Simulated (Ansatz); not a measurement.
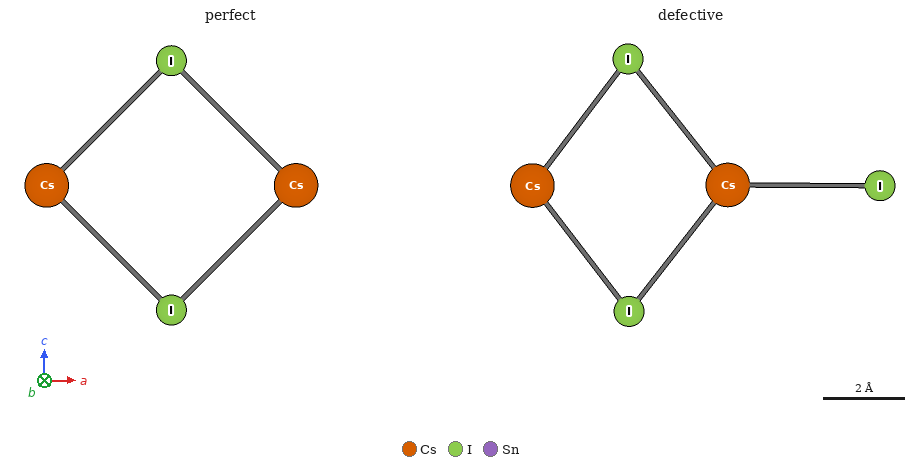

Left: perfect CsSnI3. Right: the same region with a pair of point defects, after relaxing the atoms in a supercell of 40 sites. A ball-and-stick model of the atoms within 5.4 Å of one point, in a slice 5.0 Å thick across the line of sight, seen along the b axis.

Theory: DFT, PBEsol, PAW, plane waves (Ansatz 0.2.0). Settings: plane-wave cutoff 420 eV; k-point mesh 1 × 1 × 1; mesh shifted by (0.25, 0.25, 0.25); no spin polarisation. Fermi-Dirac smearing of 0.01 eV. A uniform background neutralises the charged cell. The axes drawn are those of the host's conventional cell.

What kind of defect was made?

Answer. A caesium atom is replaced by iodine and an extra caesium atom is put between the host's atoms (an interstitial), the two sites 3.1 Å apart.

The charge state of the cell is +1.

What does the relaxation do around it?

Answer. In the host the Cs atom has ; the I atom ends with 2 I at 2.90 to 2.94 Å. The Cs atom starts with 2 Cs at 3.07 to 3.09 Å, 4 I at 3.08 Å around its place and ends with 5 I at 3.77 to 3.97 Å. Of the host's atoms, an iodine atom moves furthest from its site, by 0.94 Å. The I atom itself moves 3.07 Å from where it was put. The Cs atom itself moves 2.35 Å from where it was put.

Limits of the set-up: the cell is charged, on a uniform background, and energies carry no finite-size correction.
